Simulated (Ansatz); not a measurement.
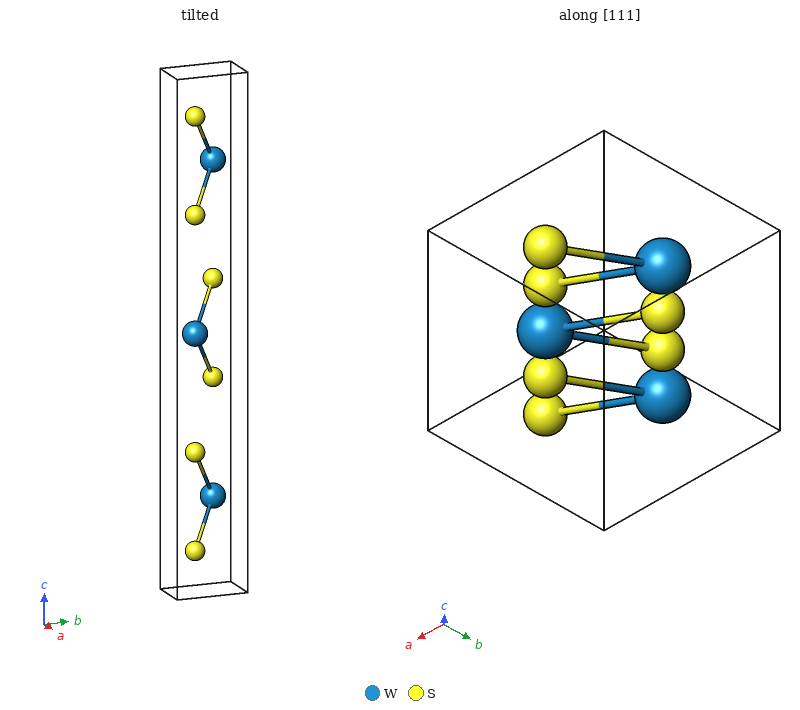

This ball-and-stick model is shown slightly off an axis and along [111]. Atoms at the boundary of the conventional unit cell (the box) are drawn once for each face, edge or corner they touch.

Composition: WS₂. It is primitive hexagonal, space group P-6m2 (No. 187). One cell contains 3 W, 6 S, 9 atoms in all. The coordination, counted out to bonding distance, is W 12 and S 3.

The structure was taken from a structure listed in the Materials Project. It was relaxed with DFT PBEsol, scalar-relativistic, plane waves, PAW in Ansatz 0.2.0 under a constraint or pressure on the cell, so some stress remains.

At this level of theory the run's own cell isn't at rest (compressed, at 30 GPa), so its distances can differ from those at equilibrium, the more so the softer the solid.
